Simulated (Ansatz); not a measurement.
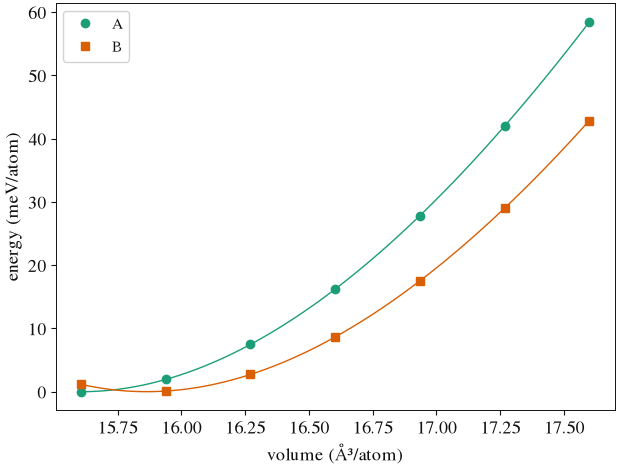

The figure compares two calculations of the energy against volume, each curve from its own zero. The first is for Al, space group Fm-3m (No. 225).

The cell holds 1 atom.

Calculation (Ansatz 0.2.0): plane-wave DFT, no spin polarisation; energies at scaled volumes of the given cell, shape and fractions fixed, counted from the fit's minimum, third-order Birch-Murnaghan fit. Level: PBE with D4.

k mesh 11×11×11; occupations Fermi–Dirac; smearing width 0.05 eV; potentials Ansatz PAW; wave cutoff 420 eV; density cutoff 1680 eV.

In the second, the level changes from PBE with D4 to RPBE with D4.

> Which of A and B is the second calculation, and what did the change do?

A. The equilibrium volume falls from 15.86 to 15.61 Å³/atom (−1.6 %) and the bulk modulus rises from 87.5 to 91.4 GPa (+4.5 %).

For RPBE with D4, limits of the calculation: the fit and the printed pressures don't fully agree, or the minimum lies near the end of the range; the functional was run on potentials made for another functional.

V0 and the bulk modulus come from third-order Birch–Murnaghan fits.
